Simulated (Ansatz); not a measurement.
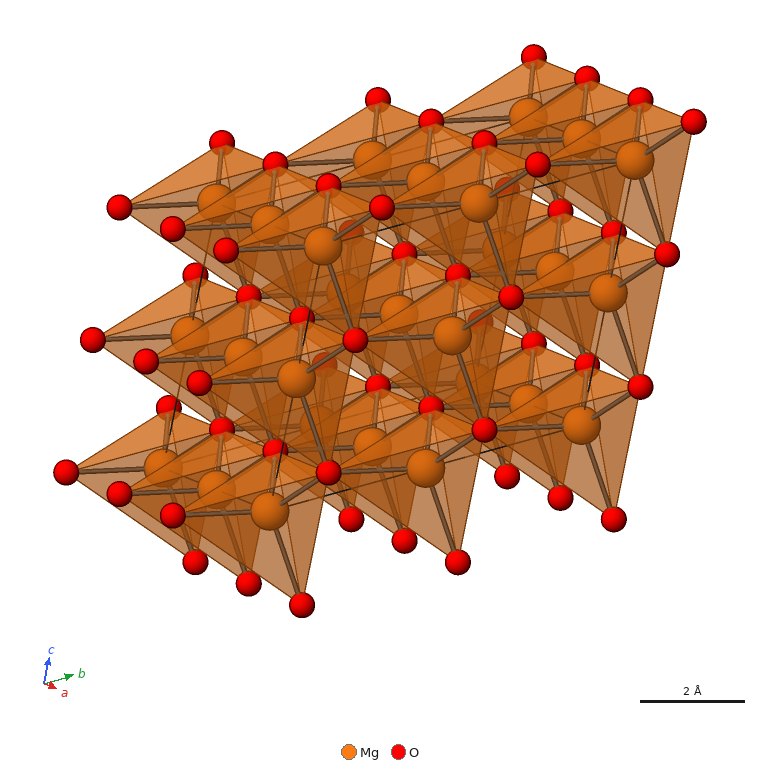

Fig. 1: The input geometry (polyhedral view of the cell of the calculation, seen slightly off an axis; polyhedra are completed across the faces of the cell).

## Run report: MgO, molecular dynamics (part 1 of 2)

The run: molecular dynamics of MgO (F-43m, 16 atoms in the cell). Method and program: DFT, PBEsol, plane waves, PAW, no spin polarisation (Ansatz 0.2.0).

The structure was built on a prototype by a generator. The geometry comes from this level: r2SCAN. It belongs to a series of runs on one base structure; here: NVT, Langevin thermostat at 800 K.

**Log**
```
Warning: md: disabling space-group detection — thermal motion breaks the input geometry's symmetry, so no spatial operation reduces the k-mesh or symmetrises the density; time reversal is kept, so that k and −k are solved as one point where they differ and the mesh holds both, and exact exchange and, on two spinor components, a DFT+U term hold to it where the run has them: on two components no moment then forms, and a state that bears one, which a typed moment (crystal.atoms[].spin; refused beside efield: under a hybrid functional) reaches, can lie lower, under hf by electronvolts; crystal.symmetry.detect: false (a key that needs symmetry detection or time reversal refuses this as the deck is read) with time_reversal: false beside it drops time reversal too
Engine: ansatz 0.2.0, aarch64-unknown-linux-gnu
Pseudopotentials: kind: paw
Pseudopotential: Mg, paw, valence charge 10, recommended cutoff 420 eV (normal), Mg.paw.azcp
Pseudopotential: O, paw, valence charge 6, recommended cutoff 420 eV (normal), O.paw.azcp
Functional definition: PBEsol
  exchange = pbesol_x
  correlation = pbesol_c
Crystal: 16 atoms, lattice volume = 190.139 Å³
Basis set: ecut = 420 eV, 3719 PW (Γ), exchange–correlation on 90×90×90 points (8 copies of the dense FFT grid, shifted against one another)
Bands: 80, of which v1, the nominal top of the filled ones, is band 64 counted from 1 (63 counted from 0)
Symmetry: 1 space group operations
k-points: 36 of 64 (time reversal used)
Non-local potential: Mg, projectors of the file, l = 0: 3, l = 1: 2, l = 2: 1
Non-local potential: O, projectors of the file, l = 0: 2, l = 1: 2, l = 2: 1
PAW form: soft (Blöchl's): semilocal exchange-correlation on the pseudo side does not see the compensation charge
PAW frozen core: Mg, regenerated for the run's functional, and the local potential with it (the file was generated under x = pbe(κ = 0.804, μ = 0.2195149727645171), c = pbe(β = 0.06672455060314922))
PAW frozen core: O, regenerated for the run's functional, and the local potential with it (the file was generated under x = pbe(κ = 0.804, μ = 0.2195149727645171), c = pbe(β = 0.06672455060314922))
PAW one-centre angular grid: Mg, 110 points (default); XC on 64 Gauss nodes
PAW one-centre angular grid: O, 110 points (default); XC on 64 Gauss nodes
Initial density: superposition of atomic densities (neutral atoms: chi_scale 0, normalization atom), corrected by the library's trained network
Initial wavefunctions: pseudopotential atomic-orbital guess
Functional: x = pbesol(κ = 0.804, μ = 0.12345679012345678), c = pbesol(β = 0.046)
SCF iter   1: F=—  HF=-19804.637248 eV  |F-HF|=—  |Δ(HF+E_count)|=         —  Δρ=1.41e-2  dr2=3.31e-1  ethr=1.77e-3  ⟨swp⟩=6.5  Hψ=12285  notcnv=0  defer=27
preconditioner: auto → Resta (q_TF=auto, 2.554 Å⁻¹)  ε∞=3.4  [insulator: Δε(μ)=3.368 eV  Ē_g=13.836 eV  σ=0.069 eV  W_gap=1.00  n_scr=58 (ndim 8)  ℏωp=21.5 eV  f_vac=0.008  D(μ)=0.00/eV (n_scr^D=0)  ε∞_Penn≈3.4]
SCF iter   2: F=—  HF=-19804.554964 eV  |F-HF|=—  |Δ(HF+E_count)|=   8.23e-2  Δρ=4.11e-3  dr2=3.67e-2  ethr=2.58e-4  ⟨swp⟩=2.0  Hψ=3985  notcnv=0  defer=276
SCF iter   3: F=—  HF=-19804.546818 eV  |F-HF|=—  |Δ(HF+E_count)|=   8.15e-3  Δρ=9.75e-4  dr2=1.27e-3  ethr=2.87e-5  ⟨swp⟩=2.0  Hψ=3636  notcnv=0  defer=276
SCF iter   4: F=—  HF=-19804.546869 eV  |F-HF|=—  |Δ(HF+E_count)|=   5.07e-5  Δρ=1.61e-4  dr2=3.73e-5  ethr=9.93e-7  ⟨swp⟩=2.0  Hψ=3744  notcnv=0  defer=276
SCF iter   5: F=—  HF=-19804.546849 eV  |F-HF|=—  |Δ(HF+E_count)|=   1.99e-5  Δρ=4.01e-5  dr2=1.90e-6  ethr=2.91e-8  ⟨swp⟩=2.0  Hψ=4609  notcnv=0  defer=276
SCF iter   6: F=—  HF=-19804.546975 eV  |F-HF|=—  |Δ(HF+E_count)|=   1.26e-4  Δρ=1.29e-5  dr2=2.75e-7  ethr=1.48e-9  ⟨swp⟩=2.0  Hψ=4390  notcnv=0  defer=276
SCF iter   7: F=-19804.546975 eV  HF=-19804.546975 eV  |F-HF|=1.60e-9  |Δ(HF+E_count)|=   1.05e-7  Δρ=1.42e-6  dr2=3.06e-9  ethr=1.25e-11  ⟨swp⟩=3.5  Hψ=10697  notcnv=0
SCF 1 converged in 7 iterations: F = -19804.546975 eV  dr2 = 3.06e-9
  greatest PAW one-centre occupation: 1.000 electrons in one spin orbital (limit 2), on the Mg atom at site 12 (counted from 0), in its partial waves of l = 0
md step     0: t =     0.00 fs  T =   750.0 K  F+E_penalty+E_count = -19804.54697519 eV  E_kin = 1.551120 eV  (7 SCF iters)
Initial density: handed on by an earlier stage of this run
Initial wavefunctions: those handed on with the density
iter 1 solved again at ethr=7.28e-6 eV; its pass at ethr=3.10e-3 eV (dr2=9.32e-3 eV) is discarded
SCF iter   1: F=—  HF=-19804.523874 eV  |F-HF|=—  |Δ(HF+E_count)|=         —  Δρ=2.60e-3  dr2=9.66e-3  ethr=7.28e-6  ⟨swp⟩=3.8  Hψ=13490  notcnv=0  defer=1
preconditioner: auto → Resta (q_TF=auto, 2.554 Å⁻¹)  ε∞=3.4  [insulator: Δε(μ)=3.489 eV  Ē_g=13.958 eV  σ=0.069 eV  W_gap=1.00  n_scr=58 (ndim 8)  ℏωp=21.5 eV  f_vac=0.007  D(μ)=0.00/eV (n_scr^D=0)  ε∞_Penn≈3.4]
SCF iter   2: F=—  HF=-19804.522079 eV  |F-HF|=—  |Δ(HF+E_count)|=   1.79e-3  Δρ=1.34e-3  dr2=2.69e-3  ethr=7.28e-6  ⟨swp⟩=1.0  Hψ=2880  notcnv=0
SCF iter   3: F=—  HF=-19804.521589 eV  |F-HF|=—  |Δ(HF+E_count)|=   4.90e-4  Δρ=1.41e-4  dr2=3.28e-5  ethr=2.10e-6  ⟨swp⟩=2.1  Hψ=4760  notcnv=0
SCF iter   4: F=—  HF=-19804.521579 eV  |F-HF|=—  |Δ(HF+E_count)|=   1.04e-5  Δρ=3.16e-5  dr2=2.03e-6  ethr=2.56e-8  ⟨swp⟩=2.0  Hψ=4859  notcnv=0
SCF iter   5: F=—  HF=-19804.521694 eV  |F-HF|=—  |Δ(HF+E_count)|=   1.15e-4  Δρ=7.83e-6  dr2=1.02e-7  ethr=1.59e-9  ⟨swp⟩=2.0  Hψ=4932  notcnv=0
SCF iter   6: F=-19804.521694 eV  HF=-19804.521694 eV  |F-HF|=2.35e-9  |Δ(HF+E_count)|=   3.64e-8  Δρ=2.20e-6  dr2=9.80e-9  ethr=1.25e-11  ⟨swp⟩=4.0  Hψ=9916  notcnv=0
SCF 2 converged in 6 iterations: F = -19804.521694 eV  dr2 = 9.80e-9
  greatest PAW one-centre occupation: 1.000 electrons in one spin orbital (limit 2), on the Mg atom at site 8 (counted from 0), in its partial waves of l = 0
md step     1: t =     1.50 fs  T =   695.8 K  F+E_penalty+E_count = -19804.52169357 eV  E_kin = 1.439073 eV  (6 SCF iters)
[... from here on the SCF iterations and repeated set-up lines of each step are left out, up to the last step ...]
SCF 3 converged in 6 iterations: F = -19804.450715 eV  dr2 = 9.33e-9
md step     2: t =     3.00 fs  T =   641.1 K  F+E_penalty+E_count = -19804.45071545 eV  E_kin = 1.325964 eV  (6 SCF iters)
SCF 4 converged in 6 iterations: F = -19804.342618 eV  dr2 = 8.87e-9
md step     3: t =     4.50 fs  T =   578.8 K  F+E_penalty+E_count = -19804.34261820 eV  E_kin = 1.196973 eV  (6 SCF iters)
SCF 5 converged in 6 iterations: F = -19804.204851 eV  dr2 = 8.58e-9
md step     4: t =     6.00 fs  T =   537.9 K  F+E_penalty+E_count = -19804.20485071 eV  E_kin = 1.112480 eV  (6 SCF iters)
SCF 6 converged in 5 iterations: F = -19804.054056 eV  dr2 = 9.11e-10
md step     5: t =     7.50 fs  T =   416.4 K  F+E_penalty+E_count = -19804.05405622 eV  E_kin = 0.861120 eV  (5 SCF iters)
SCF 7 converged in 5 iterations: F = -19803.906333 eV  dr2 = 2.77e-9
md step     6: t =     9.00 fs  T =   373.0 K  F+E_penalty+E_count = -19803.90633262 eV  E_kin = 0.771387 eV  (5 SCF iters)
SCF 8 converged in 5 iterations: F = -19803.769044 eV  dr2 = 2.07e-9
md step     7: t =    10.50 fs  T =   299.2 K  F+E_penalty+E_count = -19803.76904361 eV  E_kin = 0.618706 eV  (5 SCF iters)
SCF 9 converged in 5 iterations: F = -19803.650782 eV  dr2 = 1.99e-9
md step     8: t =    12.00 fs  T =   227.6 K  F+E_penalty+E_count = -19803.65078151 eV  E_kin = 0.470727 eV  (5 SCF iters)
SCF 10 converged in 5 iterations: F = -19803.565765 eV  dr2 = 2.42e-9
md step     9: t =    13.50 fs  T =   198.9 K  F+E_penalty+E_count = -19803.56576474 eV  E_kin = 0.411357 eV  (5 SCF iters)
SCF 11 converged in 6 iterations: F = -19803.515500 eV  dr2 = 1.80e-9
md step    10: t =    15.00 fs  T =   179.5 K  F+E_penalty+E_count = -19803.51550004 eV  E_kin = 0.371148 eV  (6 SCF iters)
SCF 12 converged in 5 iterations: F = -19803.494817 eV  dr2 = 2.30e-9
md step    11: t =    16.50 fs  T =   167.7 K  F+E_penalty+E_count = -19803.49481666 eV  E_kin = 0.346842 eV  (5 SCF iters)
SCF 13 converged in 5 iterations: F = -19803.510531 eV  dr2 = 2.57e-9
md step    12: t =    18.00 fs  T =   170.9 K  F+E_penalty+E_count = -19803.51053059 eV  E_kin = 0.353398 eV  (5 SCF iters)
SCF 14 converged in 5 iterations: F = -19803.558562 eV  dr2 = 3.99e-9
md step    13: t =    19.50 fs  T =   230.0 K  F+E_penalty+E_count = -19803.55856219 eV  E_kin = 0.475767 eV  (5 SCF iters)
SCF 15 converged in 5 iterations: F = -19803.627268 eV  dr2 = 1.76e-9
md step    14: t =    21.00 fs  T =   260.2 K  F+E_penalty+E_count = -19803.62726780 eV  E_kin = 0.538197 eV  (5 SCF iters)
SCF 16 converged in 5 iterations: F = -19803.710947 eV  dr2 = 2.84e-9
md step    15: t =    22.50 fs  T =   351.0 K  F+E_penalty+E_count = -19803.71094654 eV  E_kin = 0.725842 eV  (5 SCF iters)
SCF 17 converged in 5 iterations: F = -19803.805981 eV  dr2 = 3.50e-9
md step    16: t =    24.00 fs  T =   428.9 K  F+E_penalty+E_count = -19803.80598128 eV  E_kin = 0.886981 eV  (5 SCF iters)
SCF 18 converged in 5 iterations: F = -19803.897805 eV  dr2 = 1.24e-9
md step    17: t =    25.50 fs  T =   494.6 K  F+E_penalty+E_count = -19803.89780501 eV  E_kin = 1.022823 eV  (5 SCF iters)
SCF 19 converged in 5 iterations: F = -19803.971698 eV  dr2 = 3.07e-9
md step    18: t =    27.00 fs  T =   525.6 K  F+E_penalty+E_count = -19803.97169821 eV  E_kin = 1.087005 eV  (5 SCF iters)
SCF 20 converged in 5 iterations: F = -19804.023813 eV  dr2 = 2.52e-9
md step    19: t =    28.50 fs  T =   537.2 K  F+E_penalty+E_count = -19804.02381266 eV  E_kin = 1.110997 eV  (5 SCF iters)
SCF 21 converged in 6 iterations: F = -19804.057305 eV  dr2 = 6.99e-9
md step    20: t =    30.00 fs  T =   587.7 K  F+E_penalty+E_count = -19804.05730457 eV  E_kin = 1.215365 eV  (6 SCF iters)
SCF 22 converged in 5 iterations: F = -19804.075366 eV  dr2 = 4.89e-9
md step    21: t =    31.50 fs  T =   621.5 K  F+E_penalty+E_count = -19804.07536623 eV  E_kin = 1.285276 eV  (5 SCF iters)
SCF 23 converged in 5 iterations: F = -19804.071468 eV  dr2 = 2.30e-9
md step    22: t =    33.00 fs  T =   605.8 K  F+E_penalty+E_count = -19804.07146795 eV  E_kin = 1.252970 eV  (5 SCF iters)
SCF 24 converged in 5 iterations: F = -19804.046239 eV  dr2 = 2.59e-9
md step    23: t =    34.50 fs  T =   609.3 K  F+E_penalty+E_count = -19804.04623917 eV  E_kin = 1.260166 eV  (5 SCF iters)
SCF 25 converged in 5 iterations: F = -19803.998975 eV  dr2 = 5.80e-9
md step    24: t =    36.00 fs  T =   611.0 K  F+E_penalty+E_count = -19803.99897481 eV  E_kin = 1.263657 eV  (5 SCF iters)
SCF 26 converged in 5 iterations: F = -19803.924671 eV  dr2 = 2.59e-9
md step    25: t =    37.50 fs  T =   555.4 K  F+E_penalty+E_count = -19803.92467084 eV  E_kin = 1.148583 eV  (5 SCF iters)
SCF 27 converged in 5 iterations: F = -19803.827220 eV  dr2 = 3.11e-9
md step    26: t =    39.00 fs  T =   480.0 K  F+E_penalty+E_count = -19803.82722016 eV  E_kin = 0.992640 eV  (5 SCF iters)
SCF 28 converged in 5 iterations: F = -19803.712426 eV  dr2 = 2.17e-9
md step    27: t =    40.50 fs  T =   422.5 K  F+E_penalty+E_count = -19803.71242575 eV  E_kin = 0.873828 eV  (5 SCF iters)
SCF 29 converged in 5 iterations: F = -19803.593980 eV  dr2 = 4.14e-9
md step    28: t =    42.00 fs  T =   358.5 K  F+E_penalty+E_count = -19803.59397983 eV  E_kin = 0.741427 eV  (5 SCF iters)
SCF 30 converged in 5 iterations: F = -19803.486132 eV  dr2 = 2.26e-9
md step    29: t =    43.50 fs  T =   298.7 K  F+E_penalty+E_count = -19803.48613216 eV  E_kin = 0.617695 eV  (5 SCF iters)
iter 1 solved again at ethr=2.82e-6 eV; its pass at ethr=3.10e-3 eV (dr2=3.61e-3 eV) is discarded
SCF iter   1: F=—  HF=-19803.399580 eV  |F-HF|=—  |Δ(HF+E_count)|=         —  Δρ=1.63e-3  dr2=3.82e-3  ethr=2.82e-6  ⟨swp⟩=3.0  Hψ=14058  notcnv=0
preconditioner: auto → Resta (q_TF=auto, 2.554 Å⁻¹)  ε∞=3.4  [insulator: Δε(μ)=3.158 eV  Ē_g=13.856 eV  σ=0.069 eV  W_gap=1.00  n_scr=58 (ndim 8)  ℏωp=21.5 eV  f_vac=0.007  D(μ)=0.00/eV (n_scr^D=0)  ε∞_Penn≈3.4]
SCF iter   2: F=—  HF=-19803.398891 eV  |F-HF|=—  |Δ(HF+E_count)|=   6.89e-4  Δρ=8.22e-4  dr2=1.04e-3  ethr=2.82e-6  ⟨swp⟩=1.0  Hψ=2880  notcnv=0
SCF iter   3: F=—  HF=-19803.398680 eV  |F-HF|=—  |Δ(HF+E_count)|=   2.11e-4  Δρ=8.46e-5  dr2=1.48e-5  ethr=8.10e-7  ⟨swp⟩=2.0  Hψ=4859  notcnv=0
SCF iter   4: F=—  HF=-19803.398807 eV  |F-HF|=—  |Δ(HF+E_count)|=   1.28e-4  Δρ=2.24e-5  dr2=9.32e-7  ethr=1.15e-8  ⟨swp⟩=2.0  Hψ=4679  notcnv=0
SCF iter   5: F=—  HF=-19803.398807 eV  |F-HF|=—  |Δ(HF+E_count)|=   1.88e-7  Δρ=5.28e-6  dr2=4.17e-8  ethr=7.28e-10  ⟨swp⟩=2.0  Hψ=5109  notcnv=0
SCF iter   6: F=-19803.398807 eV  HF=-19803.398807 eV  |F-HF|=6.84e-10  |Δ(HF+E_count)|=   6.43e-9  Δρ=1.46e-6  dr2=3.51e-9  ethr=1.25e-11  ⟨swp⟩=4.0  Hψ=9900  notcnv=0
SCF 31 converged in 6 iterations: F = -19803.398807 eV  dr2 = 3.51e-9
  greatest PAW one-centre occupation: 1.000 electrons in one spin orbital (limit 2), on the Mg atom at site 12 (counted from 0), in its partial waves of l = 1
md step    30: t =    45.00 fs  T =   268.4 K  F+E_penalty+E_count = -19803.39880726 eV  E_kin = 0.555044 eV  (6 SCF iters)
```

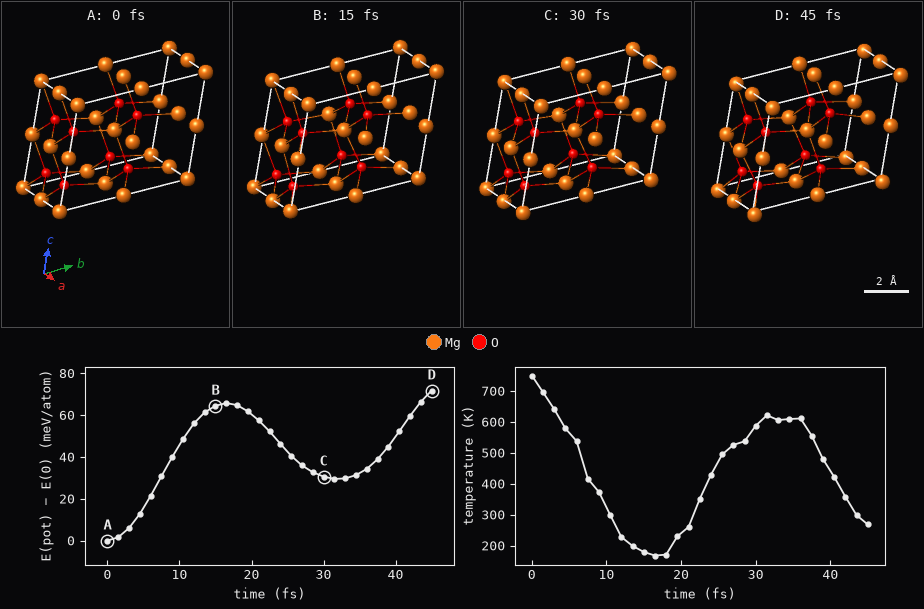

Fig. 2: Frames of the molecular dynamics (ball-and-stick, reduced simulation cell, seen slightly off an axis) above the curves, on which the letters mark them. The trajectory kept here has 31 frames over 45 fs. The temperature starts at 750 K, ranges from 168 to 750 K and averages 485 K over the second half. The potential energy ends 71.8 meV/atom above its first value. With the common drift removed, the root-mean-square displacement is 0.13 Å, and Mg11 has moved furthest (0.25 Å).

```
SCF converged after 6 iterations
Free energy (F): -19803.398807 eV
Harris-Foulkes:  -19803.398807 eV  (|F-HF|=6.84e-10)
Internal energy: -19803.398807 eV  (E = F + TS)
E sigma→0 (E₀):  -19803.398807 eV
Fermi energy:    6.507279 eV
--- Per-component energies (eV) ---
  E_band       = -2680.560835
  E_kinetic    = 2028.001845
  E_local      = -14941.446165  (includes V_loc(G=0)·N_el)
  E_nonlocal   = 1152.719846
  E_hartree    = 5313.765574
  E_xc         = -824.676476
  E_vxc        = -1062.078643  (∫ρ·V_xc dr)
  E_paw        = -3462.503561  (= ΣΔE_a)
  E_vpaw       = -485.309097  (= ΣTr[D̂ρ^β])
  E_aug_tail   = 0.019860  (compensation charges beyond the density's cutoff)
  E_ewald      = -9070.032932
  E_core_change = 0.753201  (= ΣΔE_core)
  E_smearing   = -0.000000  (= −TS)
  E_closure    = 0.000000  (closes the sum)
  Σ components = -19803.398807   (vs F -19803.398807, Δ=0.00e0)
--- Forces (eV/Å), atoms counted from 1 ---
  atom   1  Mg     1.62576966     1.08569347    -1.54830041
  atom   2  O     -1.40535766     1.74476594    -0.57191008
  atom   3  Mg    -0.89355163    -1.18219260    -1.75644092
  atom   4  O     -0.86485160    -0.37863871     1.63050817
  atom   5  Mg     1.11063118    -1.27986050     0.34747454
  atom   6  O     -0.22072567    -0.74406435    -0.59040179
  atom   7  Mg     0.74480089     0.61910244     0.42213250
  atom   8  O     -0.02675319    -0.72293815     0.86874173
  atom   9  Mg     0.28162595     0.55777991    -0.02682220
  atom  10  O     -1.64783823    -0.02215445    -0.63846043
  atom  11  Mg     1.92591560     0.66170536     0.46349635
  atom  12  O     -0.63185626     0.05569965     0.32090760
  atom  13  Mg     0.40107829    -0.56469991     1.31943436
  atom  14  O      0.68729834     0.46500433     0.58171980
  atom  15  Mg    -0.02245672    -0.14400257    -0.47666543
  atom  16  O     -1.06374250    -0.15118589    -0.34542730
  max |Σ_I F_I| component: 1.40e-5 eV/Å
--- MD trajectory: 30 steps, t = 0.0 → 45.0 fs ---
  final state: T = 268.4 K   F+E_penalty+E_count = -19803.39880726 eV   E_kin = 0.555044 eV
```
